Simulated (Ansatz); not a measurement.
# Density-of-states calculation, with input and output: PbS$_{2}$ (part 2 of 2)

The same run, continued: PbS$_{2}$ (I4/mcm, 6 atoms in the cell); DFT HSE06 form with exact-exchange fraction 0.4, scalar-relativistic, plane waves, PAW, no spin polarisation (Ansatz 0.2.0); cutoff 420 eV, 4×4×4 k-mesh, Gaussian smearing of 0.05 eV. The structure derives from a Materials Project entry.

Geometry of the input (Å; fractional positions):
```
-3.0719  3.0719  3.7841
3.0719  -3.0719  3.7841
3.0719  3.0719  -3.7841
Pb 0.7500  0.7500  0.0000
Pb 0.2500  0.2500  0.0000
S  0.1203  0.6203  0.7406
S  0.8797  0.3797  0.2594
S  0.6203  0.8797  0.5000
S  0.3797  0.1203  0.5000
```

```
hybrid outer 3: dexx = +2.735e-9 eV, tail = 2.61e-9 eV, Δε = 2.92e-5 eV (about 6.57e-6 eV left of the loop's levels), ΔF = 7.32e-6 eV/Å (tail 1.12e-4)
hybrid SCF converged: 3 outer / 13 inner (+7 warm-up), last move |dexx| = 2.74e-9 eV, tail = 2.61e-9 eV
Stability not checked: this state was not tested for a lower state beside it, because the functional holds exact exchange (a hybrid, or Hartree-Fock), whose exchange loop this test does not read (fock_operator; see scf.lower_state_search)
Free energy (F): -27437.714455 eV
Frozen-core exchange: fock
Harris-Foulkes:  -27437.714455 eV  (|F-HF|=7.71e-10)
Internal energy: -27437.714455 eV  (E = F + TS)
E sigma→0 (E₀):  -27437.714455 eV
Fermi energy:    8.276154 eV
--- Per-component energies (eV) ---
  E_band       = -238.842323
  E_kinetic    = 995.015436
  E_local      = -2691.376284  (includes V_loc(G=0)·N_el)
  E_nonlocal   = 813.627102
  E_hartree    = 1032.047734
  E_xc         = -563.710456
  E_vxc        = -419.708539  (∫ρ·V_xc dr)
  E_exx        = -172.109781  (= α·E_x^exact, valence–valence)
  E_paw        = -23319.057697  (= ΣΔE_a)
  E_vpaw       = -656.274848  (= ΣTr[D̂ρ^β])
  E_aug_tail   = 0.000106  (compensation charges beyond the density's cutoff)
  E_ewald      = -3532.596203
  E_core_change = 0.445587  (= ΣΔE_core)
  E_smearing   = -0.000000  (= −TS)
  E_closure    = 0.000001  (closes the sum)
  Σ components = -27437.714455   (vs F -27437.714455, Δ=0.00e0)
--- Forces (eV/Å), atoms counted from 1 ---
  atom   1  Pb    -0.00000000     0.00000000    -0.00000000
  atom   2  Pb    -0.00000000     0.00000000     0.00000000
  atom   3  S     -0.27188076    -0.27188076     0.00000000
  atom   4  S      0.27188076     0.27188076    -0.00000000
  atom   5  S      0.27188076    -0.27188076    -0.00000000
  atom   6  S     -0.27188076     0.27188076     0.00000000
  max |Σ_I F_I| component: 5.55e-17 eV/Å
--- Stress (GPa, compression-positive) ---
       -1.699158       0.000000      -0.000000
        0.000000      -1.699158       0.000000
       -0.000000       0.000000      -0.494948
  P = ⅓ Tr σ = -1.2978 GPa (-12.978 kbar)
--- Band table (eV; the first three rows and the last of 13) ---
  k-point 0: bands = ["-12.4002", "-12.4002", "-12.3926", "-12.3460", "-12.3140", "-12.2971", "-12.2971", "-12.2963", "-12.2718", "-12.2451", "-10.5362", "-9.3420", "-5.2840", "-5.2840", "-2.1537", "-0.5053", "1.7549", "2.2025", "2.2025", "2.2690", "2.6481", "3.1755", "3.7998", "3.7998", "4.0769", "7.0773", "12.0588", "12.0588", "12.1564", "12.1564", "12.6445", "12.6445", "12.9913", "13.5775", "13.7498", "14.8527", "16.3494", "17.6338", "17.6338", "18.9695", "19.4725"]
  k-point 1: bands = ["-12.4268", "-12.3893", "-12.3784", "-12.3273", "-12.3086", "-12.3045", "-12.3027", "-12.2964", "-12.2868", "-12.2480", "-10.2809", "-9.4512", "-5.7622", "-5.4302", "-1.8011", "-1.0209", "1.3364", "1.7034", "1.7978", "3.0339", "3.4838", "3.9622", "3.9734", "5.0955", "5.2667", "5.7968", "10.5063", "11.3011", "11.3173", "11.7446", "12.1084", "12.2628", "13.4284", "14.0371", "14.1530", "15.7005", "16.7067", "17.0994", "18.5262", "18.7406", "18.9038"]
  k-point 2: bands = ["-12.4516", "-12.3865", "-12.3545", "-12.3146", "-12.3128", "-12.3103", "-12.3036", "-12.2985", "-12.2953", "-12.2494", "-9.9618", "-9.5443", "-6.3884", "-5.5704", "-1.3949", "-0.9523", "1.2206", "1.3876", "2.0780", "2.1007", "3.8854", "4.4180", "4.4912", "5.7668", "5.8753", "7.1532", "9.8666", "9.9135", "10.8923", "11.4312", "11.6172", "11.8155", "12.5787", "14.4797", "14.5414", "15.3976", "16.1052", "17.3607", "17.3835", "18.6722", "19.1378"]
  k-point 12: bands = ["-12.3788", "-12.3703", "-12.3607", "-12.3607", "-12.3243", "-12.3104", "-12.3104", "-12.2860", "-12.2768", "-12.2643", "-10.0634", "-9.4679", "-5.6726", "-5.6726", "-2.5652", "-2.5648", "1.2766", "1.9570", "2.5219", "2.5219", "4.0851", "4.6316", "5.7817", "5.7817", "7.1673", "7.8103", "10.2104", "10.3858", "10.3858", "11.3160", "11.3160", "12.0841", "12.8071", "12.8071", "13.3571", "14.0190", "16.8908", "16.8908", "16.9618", "18.8838", "19.0099"]
--- Löwdin populations: 6 sites ---
  site symbol       q [e]
     0     Pb     13.3544
     1     Pb     13.3544
     2      S      6.2514
     3      S      6.2514
     4      S      6.2514
     5      S      6.2514
  spilling = 0.005491 (of n_electrons = 52.000000)
```

File populations.tsv:
```
# site	symbol	l	j	q
# orbitals = lowdin
# n_electrons = 52.000000
# spilling = 0.005491
0	Pb	0_6S	-	1.954845
0	Pb	1_6P	-	1.402539
0	Pb	2_5D	-	9.997027
1	Pb	0_6S	-	1.954845
1	Pb	1_6P	-	1.402539
1	Pb	2_5D	-	9.997027
2	S	0_3S	-	1.773930
2	S	1_3P	-	4.477484
3	S	0_3S	-	1.773930
3	S	1_3P	-	4.477484
4	S	0_3S	-	1.773930
4	S	1_3P	-	4.477484
5	S	0_3S	-	1.773930
5	S	1_3P	-	4.477484
```

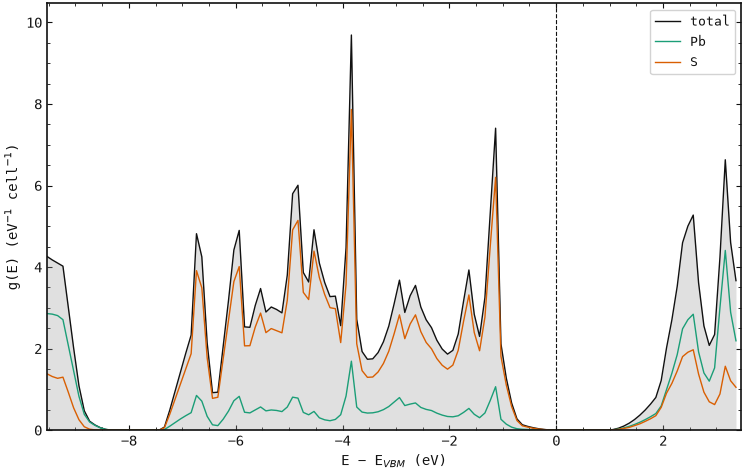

*Density of states (projected on Löwdin-orthogonalised atomic shells), with energies from the valence-band top.*

There is a gap of 0.94 eV on the k-point mesh.

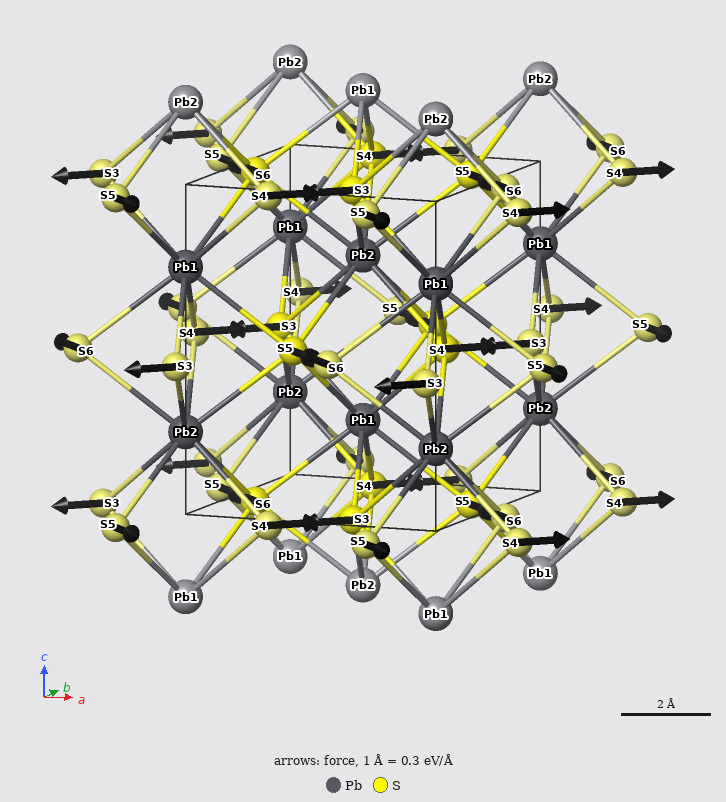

*Forces on the atoms as black arrows (ball-and-stick view of the cell 2 times as large as that of the calculation, set on its symmetry axes, seen slightly off an axis; neighbours outside the cell are drawn fainter; atoms are numbered from 1 in the order of the input).*

The largest act on all 4 S atoms (0.38 eV/Å). The geometry is not a stationary point of this energy.

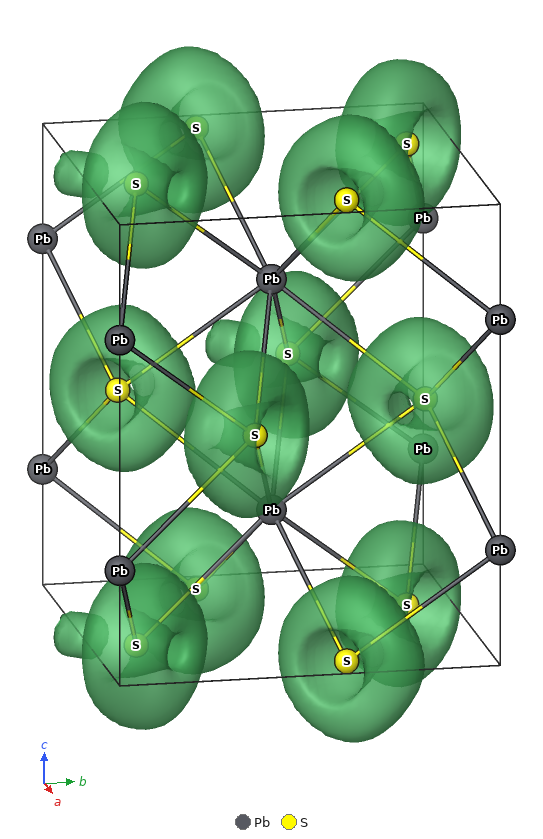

*Isosurface of the electron localisation function at 0.75 (green), seen slightly off an axis. Only the valence region is drawn (cores and ρ < 0.01 e/Å³ removed). Sticks mark near contacts. The outline is the cell set on symmetry axes.*

Pb–S (3.09 Å): the ELF peaks at about 0.90 in the valence shell of S, 0.9 Å from its nucleus, and drops to about 0.20 between the two atoms. Core electrons are frozen (PAW), so the fields are smoothed inside the atomic spheres.

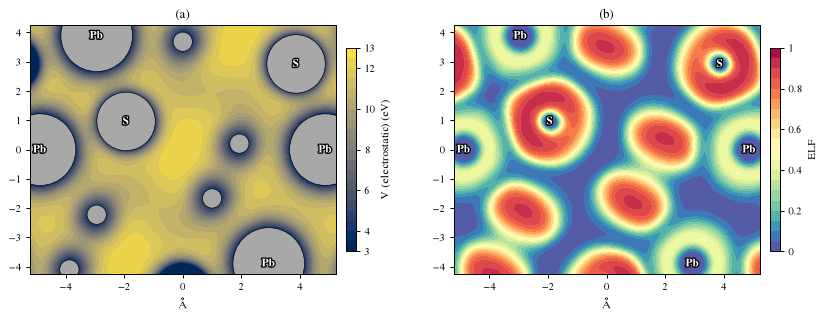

*(a) electrostatic potential (local pseudopotential plus Hartree) felt by an electron; (b) ELF on the (111) plane of the conventional cell. Grey discs, where drawn, cover atomic cores.*

Pb–S (3.09 Å): the ELF peaks at about 0.90 in the valence shell of S, 0.9 Å from its nucleus, and drops to about 0.20 between the two atoms. Outside the cores the potential energy rises away from the atoms and is highest about 2.1 Å from the nearest atoms; outside the discs it spans about 9 eV, and its zero is arbitrary.

Results in brief:

| quantity | value |
| --- | --- |
| outcome | converged |
| space group (tolerance 0.01 Å) | I4/mcm (140) |
| electrons treated | 52 |
| free energy | −27437.7145 eV |
| Fermi energy | 8.276 eV |
| gap on the k-point mesh | 0.94 eV |
| pressure | −1.30 GPa |
| largest force (length of the vector) | 0.384 eV/Å |
| hardware | 4 threads of Arm Neoverse V1, 24 GiB of memory available, shared host |
| wall time | 35 s (CPU time 2 min) |
| peak memory | 2.1 GiB |

Remarks:

The program warns: the exchange loop's threshold is looser than advised for the stress; the SCF threshold is looser than advised for the printed stress. Spin–orbit coupling is left out, which matters for Pb.
